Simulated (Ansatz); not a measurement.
Input file:

```
crystal:
  lattice:
    - [2.6492, 0.0, 0.0]
    - [-1.3246, 2.2942744997, 0.0]
    - [0.0, 0.0, 3.0173]
  atoms:
    - { symbol: Ti, position: [0.6666666667, 0.3333333333, 0.0] }
    - { symbol: O, position: [0.0, 0.0, 0.5] }
basis:
  ecutwfc: 520.0
kpoints:
  mp_grid: { grid: [18, 18, 16] }
hamiltonian:
  xc: pbesol
  pseudopotentials: { kind: paw, azcp: { folder: soft_1 } }
scf:
  occupations: { method: gaussian, width: 0.15 }
output:
  forces: true
  stress: true
  eigenvalues: true
  write_density: true
  write_potential: true
  elf: true
  volumetric_format: npy
```

Run with:

```sh
ansatz run input.yaml --threads 1 --pin off --max-ram 2048MiB --backend cpu --events-out ev --progress --plain --runs-dir out
```

Below, planes, directions and counts refer to the conventional cell (a = 2.65 Å, b = 2.65 Å, c = 3.02 Å, α = 90.00°, β = 90.00°, γ = 120.00°).

Space group P-6m2; computed pressure about 5 GPa in this cell; computed without spin polarisation; PAW files of the earlier set (soft_1).

The calculation used Ansatz 0.2.0, DFT PBEsol, scalar-relativistic, plane waves, PAW.

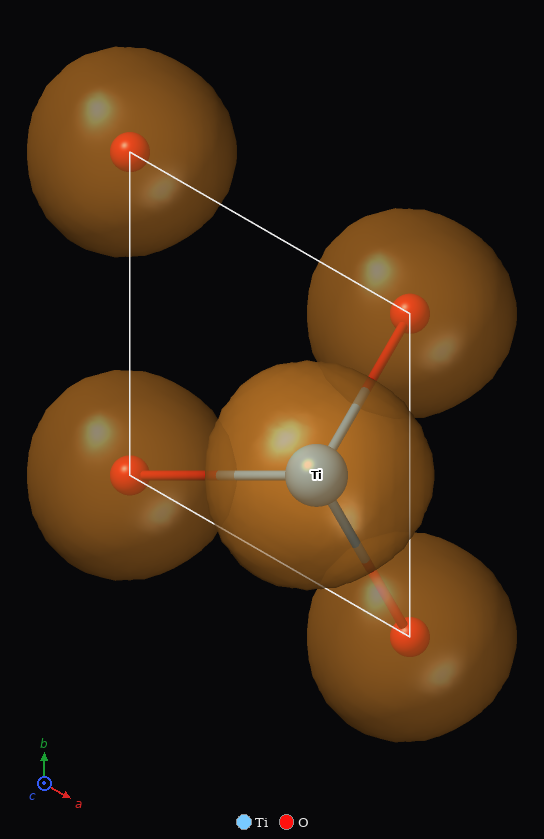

TiO. Isosurface of the valence pseudo-density at 0.6 e/Å³ (orange), seen along the c axis. Sticks mark near contacts.

Core electrons are frozen (PAW), and the valence fields are smoothed inside the atomic spheres.

> How is the density connected at this value?

At this value the density breaks into separate islands; it holds about 80 % of the electrons treated as valence (semicore included). It bridges none of the near contacts. It is pinched off along the shortest Ti–O (2.15 Å) and Ti–Ti (2.65 Å) contacts. On the grid the lowest density along these lines, outside the cores, is 0.43 e/Å³ (Ti–O, 2.15 Å) and 0.28 e/Å³ (Ti–Ti, 2.65 Å).

> Does the calculation give a band gap?

It is gapless in this calculation (a metal or semimetal); semilocal functionals without U, or without the true magnetic order, often close the gap of such compounds.
